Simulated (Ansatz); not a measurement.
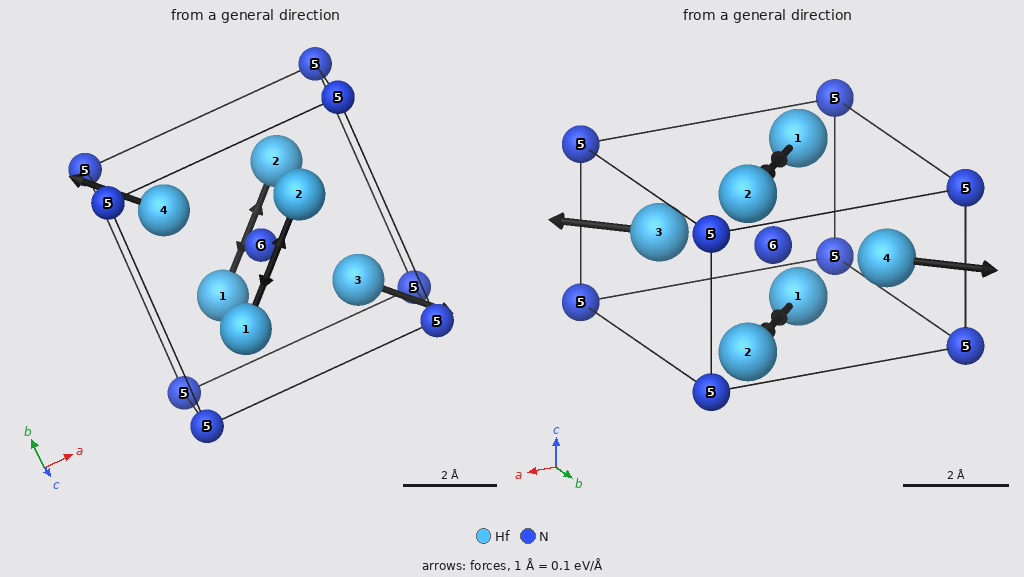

The crystal in a spheres-only representation, seen from two general directions. The edges of the simulation cell are marked. The arrows are the computed forces on the atoms.

System: Hf₂N. Run with DFT PBEsol, scalar-relativistic, plane waves, PAW in Ansatz 0.2.0 and these settings: a kinetic-energy cutoff of 420 eV, Brillouin-zone sampling on a 10×10×14 mesh, Gaussian smearing of 0.15 eV, no spin polarisation.

Question: Judging by the arrows, is the geometry relaxed?

Answer: No. The atoms still feel forces of up to about 0.17 eV/Å, above a usual threshold of 0.01 to 0.03 eV/Å.

Question: Which atom feels the largest force?

Answer: All Hf atoms, about 0.17 eV/Å.

The model was built from a structure listed in the Materials Project. The cell was then strained or its atoms displaced on purpose. It was the input of a calculation with Ansatz.
